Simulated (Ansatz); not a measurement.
# Single-point calculation of Ta

System: Ta (1 atom in the cell).
Method: DFT PBEsol, scalar-relativistic, plane waves, PAW, no spin polarisation (Ansatz 0.2.0).

The structure derives from an entry of the Crystallography Open Database. It belongs to a series of runs on one base structure; here: strain +0.0150 x Voigt [0, 0, 0, 0, 0, 1], atoms carried along.

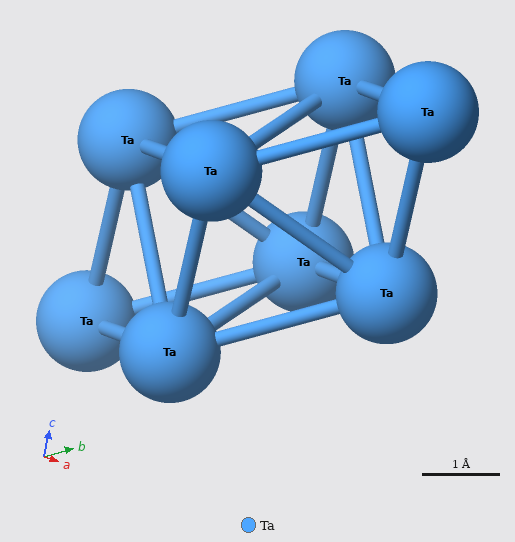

Figure 1. The structure (ball-and-stick view of the reduced cell, seen slightly off an axis). An atom can appear more than once, as a periodic image. Near neighbours in the periodic cell (some may lie outside the picture): Ta has 12 Ta at 2.96 to 3.01 Å.

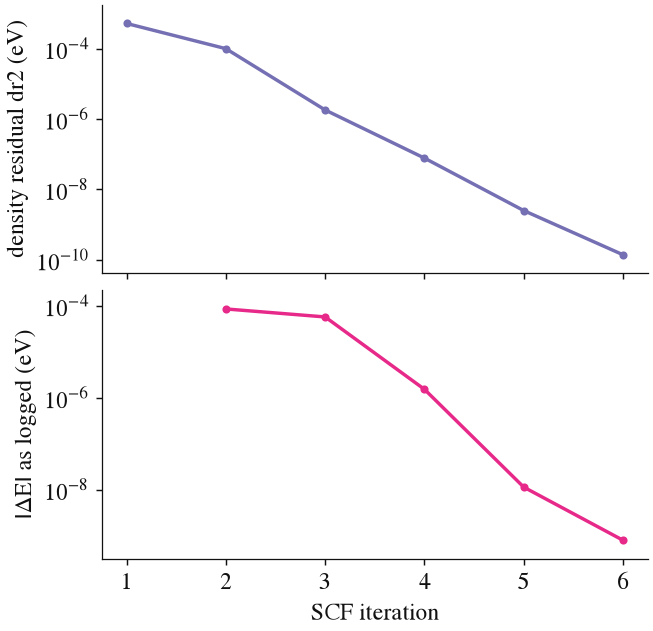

Figure 2. Convergence of the self-consistent field: density residual dr2 and size of the energy change against the SCF iteration. The residual falls at every step.

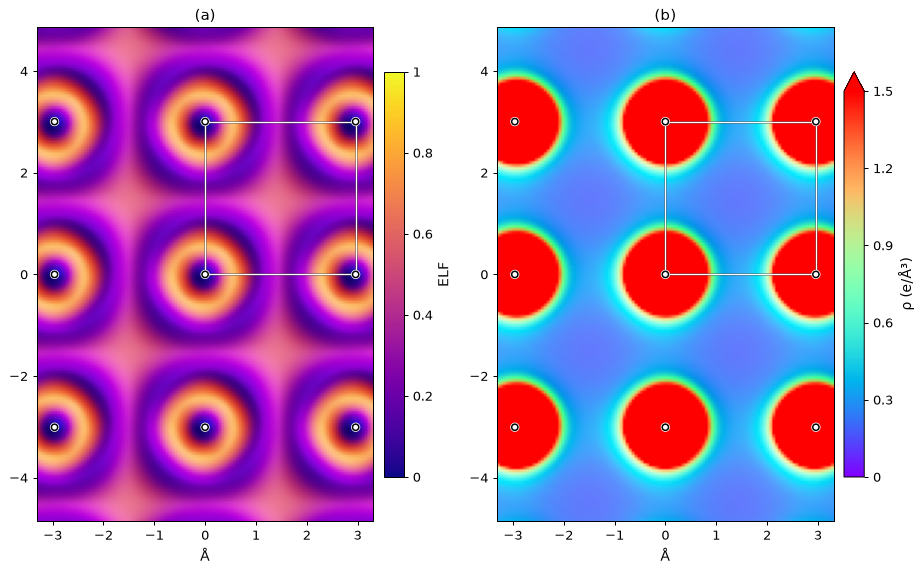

Figure 3. (a) ELF; (b) valence electron density on the (001) plane of the conventional cell. Circles mark the nuclei in the plane (Ta). Ta–Ta (2.96 Å): ρ at the midpoint is about 0.28 e/Å³; the ELF is about 0.30 at the midpoint; no shared electron pair. Ta–Ta (3.01 Å): ρ is about 0.26 e/Å³ halfway; the ELF is about 0.30 at the midpoint (no localised pair between them). Away from the nuclei the density in this plane falls to 0.17 e/Å³ at its lowest. 5. The strong features right at Ta lie inside the PAW spheres (semicore, d or f shells) and say nothing about bonding. In a PAW calculation such maps are meaningful between the atoms, not at the nuclei.

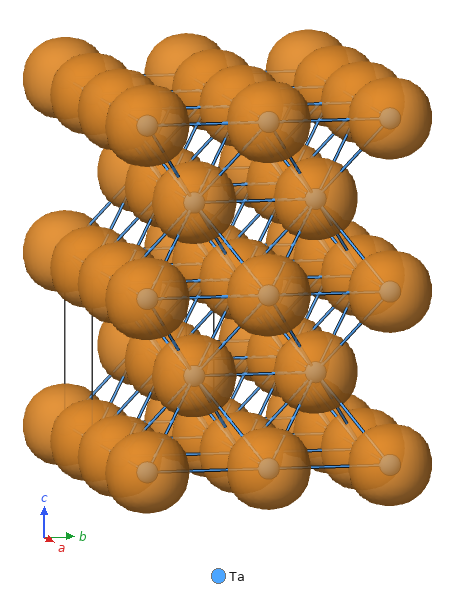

Figure 4. Isosurface of the valence charge density (pseudo) at 0.6 e/Å³ (orange), seen slightly off an axis. Sticks mark near contacts. The outline is the cell set on symmetry axes. At this value the density breaks into separate islands; it holds about 70 % of the electrons treated as valence (semicore included). It is pinched off along the Ta–Ta (2.96 Å) and Ta–Ta (3.01 Å) contacts. On the grid the lowest density along these lines, outside the cores, is 0.28 e/Å³ (Ta–Ta, 2.96 Å) and 0.26 e/Å³ (Ta–Ta, 3.01 Å).

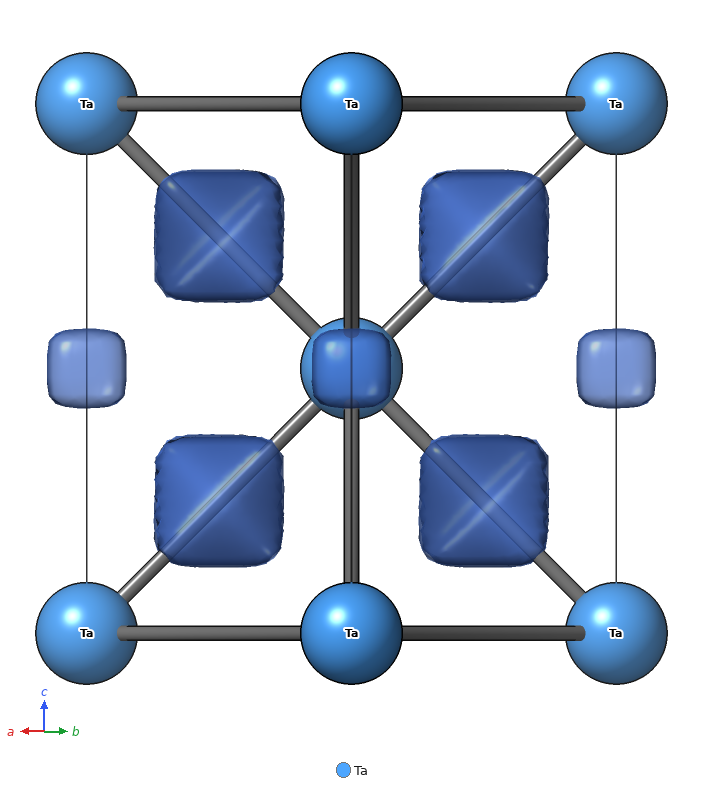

Figure 5. Isosurface of the electron localisation function at 0.5 (blue), seen along [110]. Only the valence region is drawn (cores and ρ < 0.01 e/Å³ removed). Sticks mark near contacts. The outline is the cell set on symmetry axes. Values along the shortest contacts: Ta–Ta (2.96 Å): the ELF is about 0.30 at the midpoint; no shared electron pair. Ta–Ta (3.01 Å): the ELF is about 0.30 at the midpoint (no shared electron pair).

The input and output of the run follow.

Input file:
```yaml
crystal:
  lattice:
    - [0.015825, 2.11, 2.11]
    - [2.11, 0.015825, 2.11]
    - [2.125825, 2.125825, 0.0]
  atoms:
    - { symbol: Ta, position: [0.0, 0.0, 0.0] }
basis:
  ecutwfc: 420
kpoints:
  mp_grid: { grid: [20, 20, 20] }
hamiltonian:
  xc: pbesol
scf:
  occupations: { method: gaussian, width: 0.15 }
output:
  forces: true
  stress: true
  eigenvalues: true
  write_density: true
  write_potential: true
  elf: true
  volumetric_format: npy
```

Launch command:
```bash
ansatz run input.yaml --threads 1 --pin off --max-ram 2560MiB --backend cpu --events-out ev --progress --plain --runs-dir out
```

Output:
```
Engine: ansatz 0.2.0, x86_64-unknown-linux-gnu
Pseudopotentials: kind: paw
Pseudopotential: Ta, paw, valence charge 13, recommended cutoff 420 eV (normal), Ta.paw.azcp
Functional definition: PBEsol
  exchange = pbesol_x
  correlation = pbesol_c
Crystal: 1 atoms, lattice volume = 18.787 Å³
Basis set: ecut = 420 eV, 339 PW (Γ), exchange–correlation on 40×40×48 points (8 copies of the dense FFT grid, shifted against one another)
Bands: 11, of which v1, the nominal top of the filled ones, is band 7 counted from 1 (6 counted from 0)
Symmetry: 8 space group operations
Space group: Immm (ITA 71), of the structure as read, at distance tolerance 2.7e-5 Å
k-points: 1166 of 8000
Non-local potential: Ta, projectors of the file, l = 0: 3, l = 1: 2, l = 2: 2, l = 3: 1
PAW form: soft (Blöchl's): semilocal exchange-correlation on the pseudo side does not see the compensation charge
PAW frozen core: Ta, regenerated for the run's functional, and the local potential with it (the file was generated under x = pbe(κ = 0.804, μ = 0.2195149727645171), c = pbe(β = 0.06672455060314922))
PAW one-centre angular grid: Ta, 590 points (default); XC on 64 Gauss nodes
Initial density: superposition of atomic densities (neutral atoms: chi_scale 0, normalization atom), corrected by the library's trained network
Initial wavefunctions: pseudopotential atomic-orbital guess
Functional: x = pbesol(κ = 0.804, μ = 0.12345679012345678), c = pbesol(β = 0.046)
SCF iter   1: F=—  HF=-9806.228935 eV  |F-HF|=—  |Δ(HF+E_count)|=         —  Δρ=2.64e-3  dr2=5.18e-4  ethr=1.77e-3  ⟨swp⟩=5.1  Hψ=71013  notcnv=0
preconditioner: auto → none  [metal: Δε(μ)=0.000 eV  Ē_g=7.826 eV  σ=0.150 eV  W_gap=0.00  n_scr=0 (ndim 8)  ℏωp=19.2 eV  f_vac=0.000  D(μ)=1.19/eV (n_scr^D=14)]
SCF iter   2: F=—  HF=-9806.228850 eV  |F-HF|=—  |Δ(HF+E_count)|=   8.54e-5  Δρ=1.35e-3  dr2=9.97e-5  ethr=3.99e-6  ⟨swp⟩=2.2  Hψ=28235  notcnv=0
SCF iter   3: F=—  HF=-9806.228907 eV  |F-HF|=—  |Δ(HF+E_count)|=   5.72e-5  Δρ=1.89e-4  dr2=1.81e-6  ethr=7.67e-7  ⟨swp⟩=1.1  Hψ=13028  notcnv=0
iter 4 did not close the SCF: its close was put off for the readings that it lacked (scf_convergence_deferred on its scf_iter line)
SCF iter   4: F=-9806.228909 eV  HF=-9806.228909 eV  |F-HF|=6.60e-9  |Δ(HF+E_count)|=   1.52e-6  Δρ=3.93e-5  dr2=7.78e-8  ethr=1.40e-8  ⟨swp⟩=2.5  Hψ=18981  notcnv=0
iter 5 did not close the SCF: its close was put off for the readings that it lacked (scf_convergence_deferred on its scf_iter line)
SCF iter   5: F=-9806.228909 eV  HF=-9806.228909 eV  |F-HF|=1.29e-9  |Δ(HF+E_count)|=   1.13e-8  Δρ=4.20e-6  dr2=2.52e-9  ethr=5.99e-10  ⟨swp⟩=2.0  Hψ=19878  notcnv=0
SCF iter   6: F=-9806.228909 eV  HF=-9806.228909 eV  |F-HF|=7.64e-11  |Δ(HF+E_count)|=  7.88e-10  Δρ=1.34e-6  dr2=1.40e-10  ethr=1.94e-11  ⟨swp⟩=5.4  Hψ=61199  notcnv=0
SCF 1 converged in 6 iterations: F = -9806.228909 eV  dr2 = 1.40e-10
  greatest PAW one-centre occupation: 1.000 electrons in one spin orbital (limit 2), on the Ta atom at site 0 (counted from 0), in its partial waves of l = 0
SCF converged after 6 iterations
Free energy (F): -9806.228909 eV
Harris-Foulkes:  -9806.228909 eV  (|F-HF|=7.64e-11)
Internal energy: -9806.215455 eV  (E = F + TS)
E sigma→0 (E₀):  -9806.222182 eV
Entropy (-TS):   -0.013454 eV (-13.454 meV/atom)
Fermi energy:    17.959248 eV
--- Per-component energies (eV) ---
  E_band       = -116.979174
  E_kinetic    = 364.627643
  E_local      = -573.963118  (includes V_loc(G=0)·N_el)
  E_nonlocal   = 16.834631
  E_hartree    = 196.593070
  E_xc         = -216.379153
  E_vxc        = -203.010923  (∫ρ·V_xc dr)
  E_paw        = -8272.176071  (= ΣΔE_a)
  E_vpaw       = -114.653613  (= ΣTr[D̂ρ^β])
  E_aug_tail   = 0.000150  (compensation charges beyond the density's cutoff)
  E_ewald      = -1321.966253
  E_core_change = 0.213646  (= ΣΔE_core)
  E_smearing   = -0.013454  (= −TS)
  E_closure    = 0.000000  (closes the sum)
  Σ components = -9806.228909   (vs F -9806.228909, Δ=0.00e0)
--- Forces (eV/Å), atoms counted from 1 ---
  atom   1  Ta     0.00000000    -0.00000000     0.00000000
  max |Σ_I F_I| component: 4.93e-32 eV/Å
--- Stress (GPa, compression-positive) ---
       -5.878688      -0.749110       0.000000
       -0.749110      -5.878688       0.000000
        0.000000       0.000000      -5.993720
  P = ⅓ Tr σ = -5.9170 GPa (-59.170 kbar)
--- Band table (eV; the first three rows and the last of 1166) ---
  k-point 0: bands = ["-49.5763", "-15.5922", "-15.5753", "-15.5567", "9.8453", "18.2724", "18.3946", "18.5312", "21.3916", "21.3919", "30.1461"]
  k-point 1: bands = ["-49.5742", "-15.6147", "-15.5822", "-15.5601", "9.9446", "18.2133", "18.4139", "18.5790", "21.3458", "21.3475", "30.3519"]
  k-point 2: bands = ["-49.5682", "-15.6891", "-15.5927", "-15.5699", "10.2347", "17.9995", "18.5208", "18.7068", "21.2357", "21.2427", "30.9196"]
  k-point 1165: bands = ["-49.4587", "-16.5322", "-15.9685", "-15.9159", "13.5663", "14.6233", "20.8688", "23.7203", "24.4390", "24.4407", "28.6828"]
```

Summary:

- outcome: converged
- space group (tolerance 0.01 Å): Immm (71)
- electrons treated: 13
- free energy: −9806.2289 eV
- Fermi energy: 17.959 eV
- gap on the k-point mesh: none (metallic)
- pressure: −5.92 GPa
- largest force (length of the vector): under 0.001 eV/Å
- hardware: 1 thread of Intel Xeon @ 2.70GHz, 189 GiB of memory available, shared host
- wall time: 19 s
- peak memory: 0.52 GiB

Notes:

Spin–orbit coupling is left out, which matters for Ta. The cell is under a tension of 5.9 GPa at this level, so it is not at its equilibrium volume.
